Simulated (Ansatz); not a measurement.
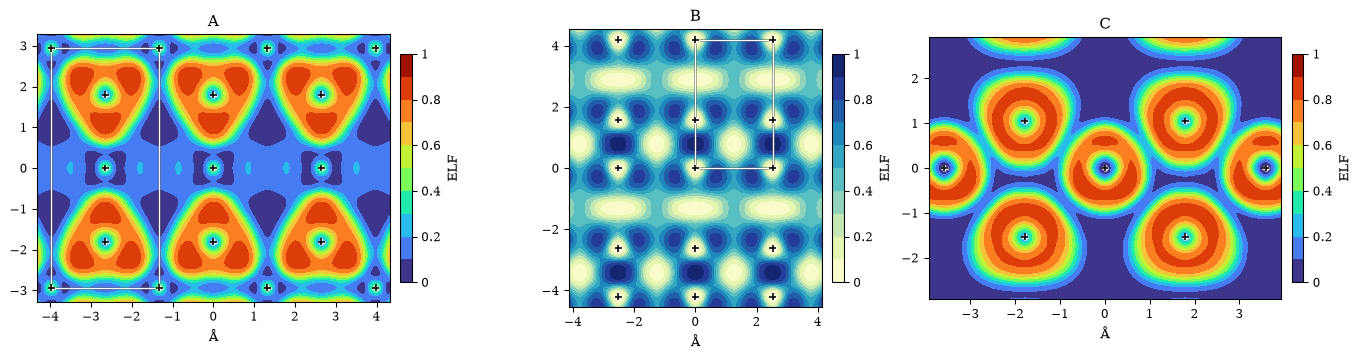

The ELF of 3 systems, each on a plane through atoms (crosses mark nuclei in the plane).

All numbers below come from DFT, PBE, PAW with Ansatz's default frozen-core files, scalar-relativistic in Ansatz.

System 1: ZrO₂, the (010) plane of the conventional cell. Space group P4₂/nmc; computed pressure about 8 GPa in this cell.

```
Zr O
1.0
     3.58407    0.00000    0.00000
     0.00000    3.58407    0.00000
     0.00000    0.00000    5.15969
Zr O
2 4
Direct
  0.00000 0.00000 0.00000
  0.50000 0.50000 0.50000
  0.00000 0.50000 0.20300
  0.00000 0.50000 0.70300
  0.50000 0.00000 0.29700
  0.50000 0.00000 0.79700
```

System 2: SiO₂, the (110) plane of the conventional cell. Space group P4₂/mnm; not relaxed (largest force 0.4 eV/Å); computed pressure about 18 GPa in this cell.

```cif
data_structure
_symmetry_space_group_name_H-M 'P 1'
_symmetry_Int_Tables_number 1
_cell_length_a 4.1520
_cell_length_b 4.1520
_cell_length_c 2.6499
_cell_angle_alpha 90.000
_cell_angle_beta 90.000
_cell_angle_gamma 90.000
_cell_volume 45.68
loop_
_atom_site_label
_atom_site_type_symbol
_atom_site_fract_x
_atom_site_fract_y
_atom_site_fract_z
_atom_site_occupancy
Si1 Si 0.00000 0.00000 0.00000 1
Si2 Si 0.50000 0.50000 0.50000 1
O1 O 0.30670 0.30670 0.00000 1
O2 O 0.19330 0.80670 0.50000 1
O3 O 0.69330 0.69330 0.00000 1
O4 O 0.80670 0.19330 0.50000 1
```

System 3: C, the (010) plane of the conventional cell. Space group P6₃/mmc; changed on purpose from its base cell (zz strain of +2 %, PAW files); computed pressure about −6 GPa in this cell.

```xyz
4
Lattice="2.5221 0.0000 0.0000 -1.2610 2.1842 0.0000 0.0000 0.0000 4.2010" Properties=species:S:1:pos:R:3 pbc="T T T"
C     0.0000    1.4561    0.2626
C     1.2611    0.7281    2.3630
C     0.0000    1.4561    1.8379
C     1.2611    0.7281    3.9384
```

**Which map belongs to which system?**

Panel A is system 2, SiO₂: the plane holds Si and O. Si–O (1.74 Å): the ELF peaks at about 0.85 between the atoms. Panel B is system 3, C: the plane holds C. C–C (1.58 Å): the ELF peaks at about 0.95 between the atoms (localised, covalent bonding). Panel C is system 1, ZrO₂: the plane holds Zr and O. Zr–O (2.08 Å): the ELF peaks at about 0.85 in the valence shell of O, 0.6 Å from its nucleus, and drops to about 0.25 between the two atoms (no localised pair shows between them).
